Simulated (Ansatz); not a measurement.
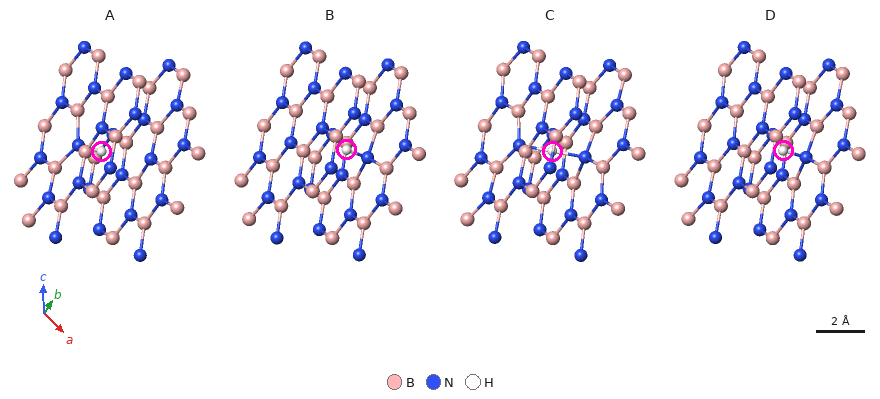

4 geometries from a converged minimum-energy path of a defect cell of composition B$_{12}$HN$_{12}$ (cell charge +1) (25 atoms in the cell), shuffled. A ball-and-stick model of the atoms within 4.9 Å of the middle of the path, seen slightly off an axis. The moving atom is ringed, with any periodic copies. Bonds to atoms that aren't drawn are left out.

Theory: Ansatz 0.2.0, DFT PBE+D3(BJ), scalar-relativistic, plane waves, PAW. Run with plane-wave cutoff 420 eV; k-point mesh 2 × 2 × 2; Gaussian smearing 0.02 eV; 5 movable images; climbing image.

Which of them lies highest in energy?

C. In order along the path, whose images run from 0 to 6: A (image 1, +0.06 eV), C (image 3, +0.69 eV), D (image 5, +0.06 eV), B (image 6, 0.00 eV). The H atom travels furthest, 1.41 Å from end to end, along [3 1 2], on a straight line. At the highest image its nearest neighbour (N) is 1.40 Å away, against 1.05 Å at the start, and the surrounding atoms stand up to 0.25 Å off the mean of their end positions. Breaking: H–N (1.05 → 2.36 Å). Forming: H–N (2.36 → 1.05 Å).

Limits of the set-up: the periodic images lie only 6.6 Å apart, so the values are limited by the cell's size; the cell is charged, on a uniform background, and energies carry no finite-size correction.
